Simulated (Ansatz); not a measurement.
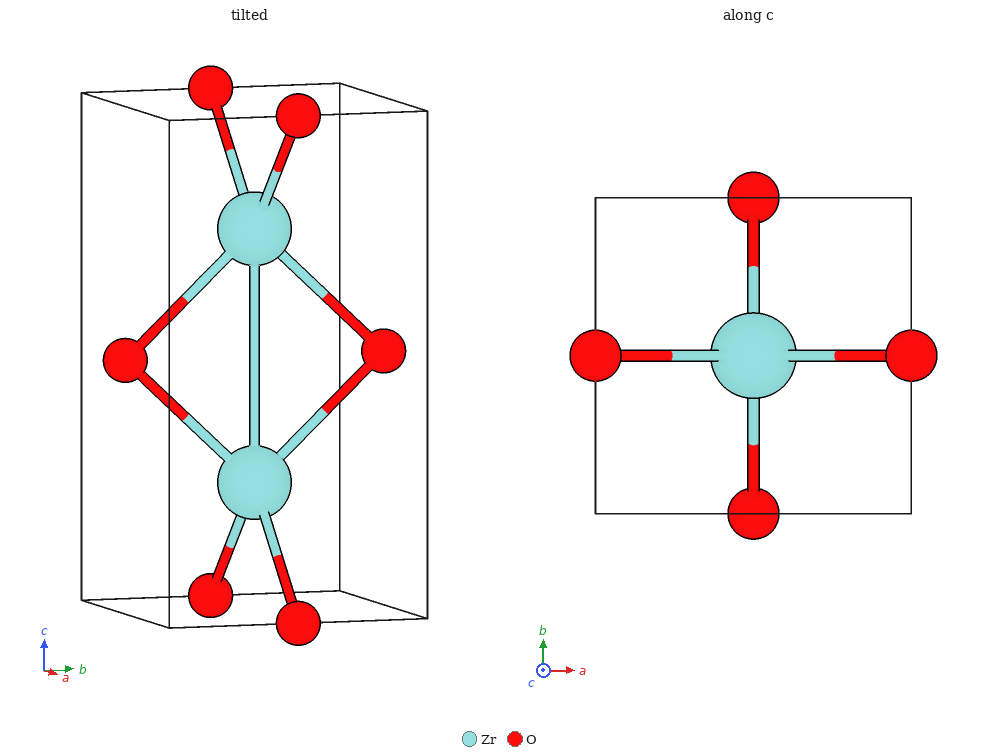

Structure drawing (ball-and-stick), viewed slightly off an axis and along the c axis. The frame is the conventional unit cell; atoms at its boundary are shown with their periodic copies. Cell: a = 3.20 Å, b = 3.20 Å, c = 5.99 Å, α = 90.00°, β = 90.00°, γ = 90.00°.

It goes back to a structure type filled with these elements by a generator (whether the compound takes this form wasn't checked). Earlier steps of the study may have refined or changed the cell and positions. A calculation with Ansatz used it as input.

### Notes on the structure:

Composition: ZrO. The space group is P4_2/mmc (No. 131); the lattice is primitive tetragonal. Content of the cell: 2 Zr, 2 O (Z = 2). Within bonding distance, the neighbour counts come to Zr 10 and O 4.

The calculation used DFT PBE, scalar-relativistic, plane waves, PAW (Ansatz), with a 420 eV plane-wave basis, 14×14×8 k-points, Gaussian smearing of 0.1 eV, no spin polarisation.

### What is the electronic character?

A metal: bands cross the Fermi level.

### List the Bader charges.

Zr +1.40 e; O -1.40 e.

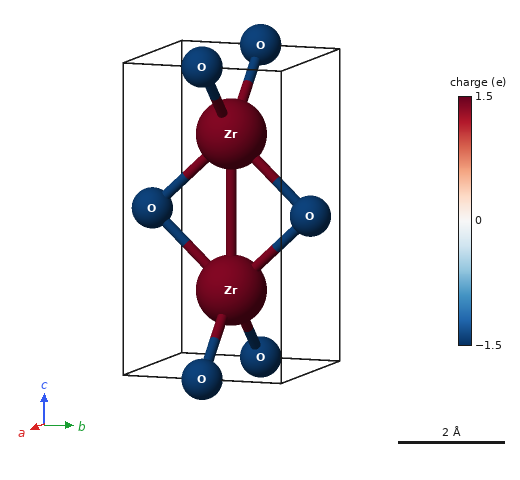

The atoms coloured by those charges. The run's cell of 4 atoms is drawn.

### Is the structure in equilibrium?

Yes. All forces vanish to within 0.01 eV/Å. The pressure is 0.0 GPa, close to zero.
